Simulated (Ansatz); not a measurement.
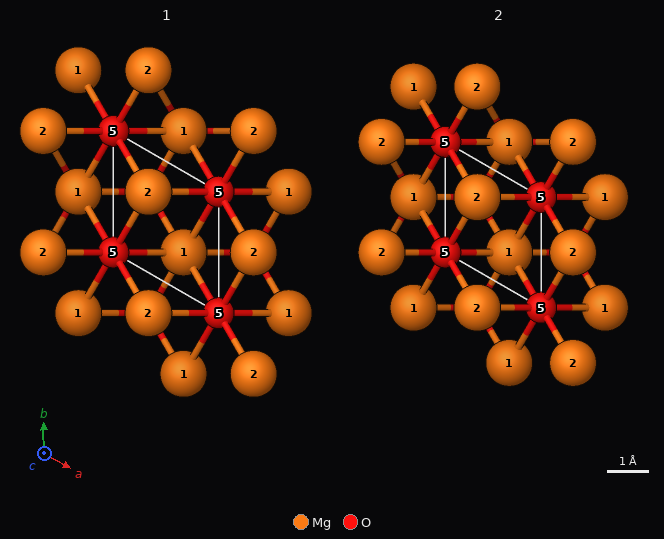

Two geometries of crystalline MgO (a generated structure, set up in P6_3/mmc) (coarse preliminary run), drawn at one scale. One is the start of a relaxation, the other its converged end. Style: ball-and-stick. Shown: the cell of the calculation, along the c axis.

Computed with Ansatz, DFT PBE, scalar-relativistic, plane waves, PAW. Settings: plane-wave cutoff 420 eV; k-point mesh 6 × 6 × 2; occupations gaussian; smearing width 0.1 eV; no spin polarisation; cell and atoms relaxed; force threshold 0.04 eV/Å; at most 70 steps.

### Which one is relaxed?

Structure 1 is the relaxed one. Over 6 accepted moves (8 points after the start) the energy falls by 1.935 eV per cell of the calculation. Largest force component: 0.27 eV/Å at the start, 0.00057 eV/Å at the end. Pressure: 31.33 GPa at the start and 0.03 GPa at the end. The SCF was repeated twice at an unchanged geometry on a basis and grid sized afresh for the cell, which shifted the energy by 0.135 eV per cell of the calculation at most. The largest moves relative to the cell, 0.009 Å, are those of Mg atoms. O stays in place. The drawn cell changes as follows: a = b 2.714 → 2.982 Å (+9.9 %), c 10.401 → 10.079 Å (−3.1 %); the volume changes by +17.0 %. Near-neighbour distances that change, for instance: Mg–Mg 2.714 → 2.982 Å, Mg–O 2.050 → 2.151 Å, Mg–O 2.022 → 2.115 Å, Mg–Mg 2.645 → 2.581 Å. Among the angles between lasting bonds that change: Mg–O–Mg 80.3° → 73.7°, Mg–O–Mg 95.7° → 90.4°, Mg–O–Mg 84.3° → 89.6°. The space group stays P6_3/mmc (No. 194). Cost: 34 s on 1 thread of Arm Neoverse N1, with other jobs on the host, peak memory 0.33 GiB.
